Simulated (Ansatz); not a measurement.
WS₂ (space group P4_2/mnm, No. 136). Coordinates: the geometry relaxed with DFT, PBE, plane waves, PAW (Ansatz); the starting structure was generated, so it need not be a known form of this composition.

Space group P4_2/mnm (No. 136). a = 5.876 Å, b = 5.876 Å, c = 3.229 Å, α = 90.00°, β = 90.00°, γ = 90.00°
```
atom  site  symmetry       x       y       z
   W    2a      m.mm  0.0000  0.0000  0.0000
   S    4f      m.2m  0.2862  0.2862  0.0000
```

Bonds are taken as S–W below 2.7 Å; no other contact counts. Simplification: prune 0- and 1-connected atoms, fold 2-connected ones into links.

What net does this leave?

The result is a binodal (3,6)-connected, three-periodic net: S is a 3-connected node; W is a 6-connected node, in the ratio 2:1. It is the rtl net, known from rutile. It is a single net, without interpenetration.

```json
{"node": "S", "links": "3", "point symbol": "4.6^2", "coordination sequence": "3 14 19 62 51"}
{"node": "W", "links": "6", "point symbol": "4^2.6^10.8^3", "coordination sequence": "6 10 38 34 102"}
```

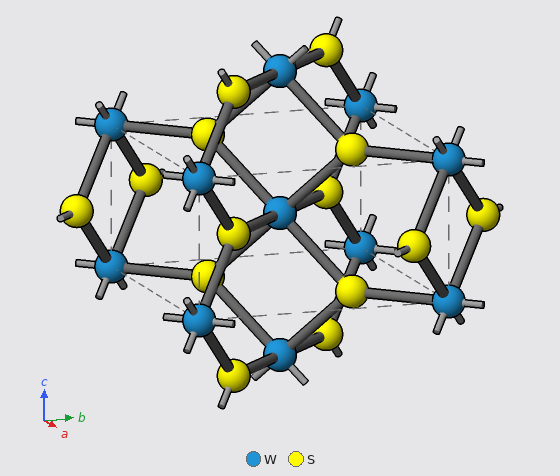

Nodes are coloured by element. Short stubs are edges that leave the cut-out.
